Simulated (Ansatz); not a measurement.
Sn₃Se

```cif
data_structure
_symmetry_space_group_name_H-M 'P 1'
_symmetry_Int_Tables_number 1
_cell_length_a 7.3654
_cell_length_b 7.3654
_cell_length_c 7.3654
_cell_angle_alpha 90.000
_cell_angle_beta 90.000
_cell_angle_gamma 90.000
_cell_volume 399.56
loop_
_atom_site_label
_atom_site_type_symbol
_atom_site_fract_x
_atom_site_fract_y
_atom_site_fract_z
_atom_site_occupancy
Sn1 Sn 0.50000 0.00000 0.00000 1
Sn2 Sn 0.00000 0.50000 0.00000 1
Sn3 Sn 0.00000 0.00000 0.50000 1
Sn4 Sn 0.50000 0.50000 0.50000 1
Sn5 Sn 0.75000 0.25000 0.25000 1
Sn6 Sn 0.25000 0.75000 0.25000 1
Sn7 Sn 0.25000 0.25000 0.75000 1
Sn8 Sn 0.75000 0.75000 0.75000 1
Sn9 Sn 0.25000 0.25000 0.25000 1
Sn10 Sn 0.75000 0.75000 0.25000 1
Sn11 Sn 0.75000 0.25000 0.75000 1
Sn12 Sn 0.25000 0.75000 0.75000 1
Se1 Se 0.00000 0.00000 0.00000 1
Se2 Se 0.50000 0.50000 0.00000 1
Se3 Se 0.50000 0.00000 0.50000 1
Se4 Se 0.00000 0.50000 0.50000 1
```

Space group Fm-3m; a structure from a database of computed crystals, not necessarily the ambient phase.

All numbers below come from Ansatz, Kohn-Sham DFT of a periodic cell, PBEsol, Ansatz PAW.

> What will maps of the valence pseudo-density and electron localisation function show?

Sn–Se (3.19 Å): the density is about 0.17 e/Å³ at the midpoint; the ELF is about 0.30 at the midpoint.

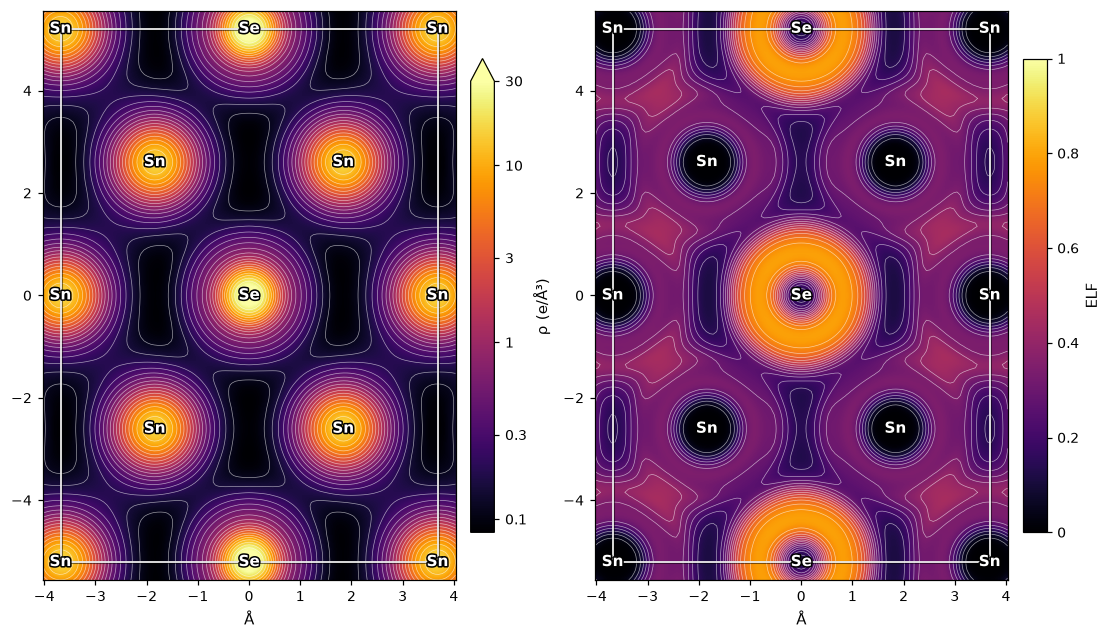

Computed valence pseudo-density and electron localisation function on the (110) plane of the conventional cell, in this order. 

Core electrons are frozen (PAW), and the valence fields are smoothed inside the atomic spheres.
